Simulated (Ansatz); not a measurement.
Consider HfS2.

Input file:

```
crystal:
  lattice:
    - [3.7852507472, 0.0, 0.0]
    - [-1.8926253736, 3.2781233068, 0.0]
    - [0.0, 0.0, 5.8133399712]
  atoms:
    - { symbol: Hf, position: [0.0, 0.0, 0.0] }
    - { symbol: S, position: [0.6666666667, 0.3333333333, 0.76395205] }
    - { symbol: S, position: [0.3333333333, 0.6666666667, 0.23604795] }
basis:
  ecutwfc: 420
kpoints:
  mp_grid: { grid: [12, 12, 6] }
hamiltonian:
  xc: pbe
  dispersion: d3bj
scf:
  occupations: { method: gaussian, width: 0.05 }
output:
  forces: true
  stress: true
  eigenvalues: true
  write_density: true
  write_potential: true
  elf: true
  volumetric_format: npy
```

Run with:

```sh
ansatz run input.yaml --threads 1 --pin off --max-ram 2560MiB --backend cpu --events-out ev --progress --plain --runs-dir out
```

Below, planes, directions and counts refer to the conventional cell (a = 3.79 Å, b = 3.79 Å, c = 5.81 Å, α = 90.00°, β = 90.00°, γ = 120.00°).

Space group P-3m1; a structure from a database of computed crystals, not necessarily the ambient phase; changed on purpose from its base cell (strain +0.040 along x and y, -0.040 along z, atoms carried along); computed pressure about −5 GPa in this cell.

Level of theory: Ansatz 0.2.0, DFT PBE+D3(BJ), scalar-relativistic, plane waves, PAW.

**Predict the valence pseudo-density and electron localisation function between the atoms.**

Hf–S (2.58 Å): the density is about 0.44 e/Å³ at the midpoint; the ELF peaks at about 0.85 in the valence shell of S, 0.8 Å from its nucleus, and is about 0.40 at the midpoint.

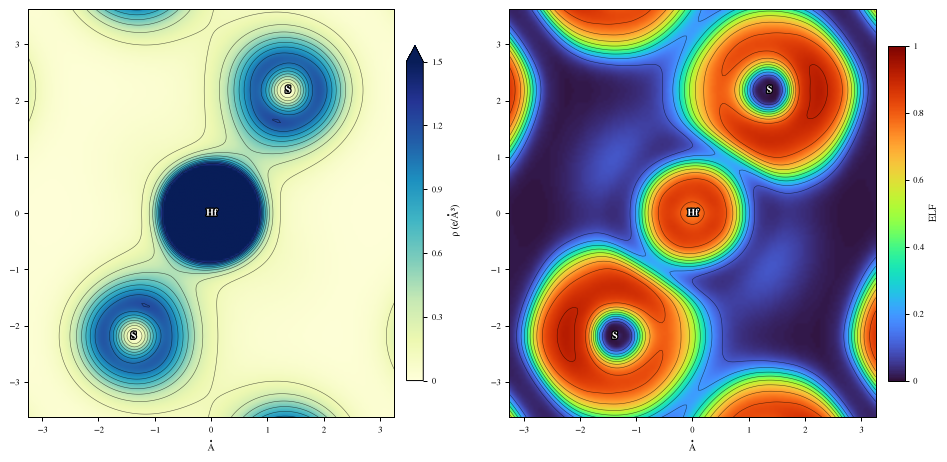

Computed valence pseudo-density and electron localisation function on the (110) plane of the conventional cell, in this order. 

In a PAW calculation such maps are meaningful between the atoms, not at the nuclei.
